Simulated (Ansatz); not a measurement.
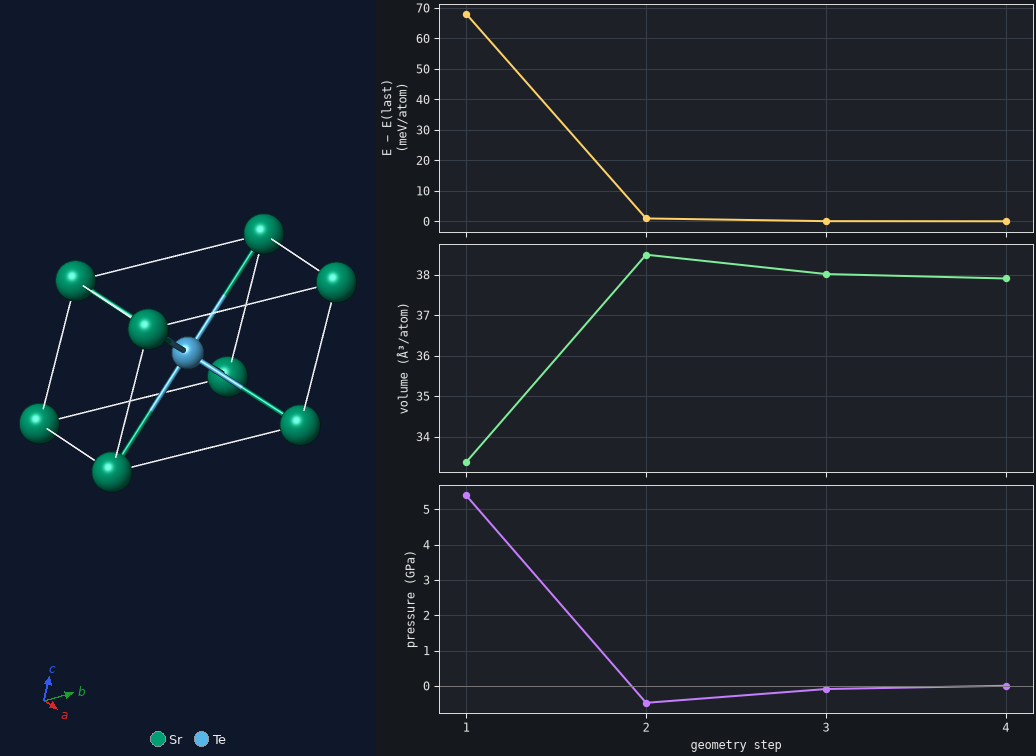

Beside the plot: the structure at the start.

History of a geometry optimisation. Atoms and cell relax. A closing SCF on a freshly chosen basis isn't drawn.

```
crystal:
  lattice:
    - [0.0, 3.2195088072, 3.2195088072]
    - [3.2195088072, 0.0, 3.2195088072]
    - [3.2195088072, 3.2195088072, 0.0]
  atoms:
    - { symbol: Sr, position: [0.0, 0.0, 0.0] }
    - { symbol: Te, position: [0.5, 0.5, 0.5] }
kpoints:
  mp_grid: { grid: [11, 11, 11] }
scf:
  occupations: { method: fermi_dirac, width: 0.03 }
  mixing: { preconditioner: none }
hamiltonian:
  xc: pbe
  pseudopotentials: { kind: paw }
output:
  forces: true
  stress: true
relax:
  f_tol: 0.005
  max_steps: 80
  cell: {}
```

Run as:
```bash
ansatz run input.yaml --threads 1 --pin off --max-ram 2048MiB --backend cpu --events-out ev --progress --plain --runs-dir out
```

> How did the optimisation end?

The optimisation met its thresholds at geometry 4, counting the start as the first. The energy fell by about 68 meV/atom from the first step to the last. All forces vanish by symmetry, so only the cell moves.

> Was the starting cell too large or too small?

The volume grows from 33.4 to 37.9 Å³ per atom (+14 %), overshooting to 38.5 at step 2, as the pressure goes from 5.4 GPa to about 0 GPa. The start was compressed.
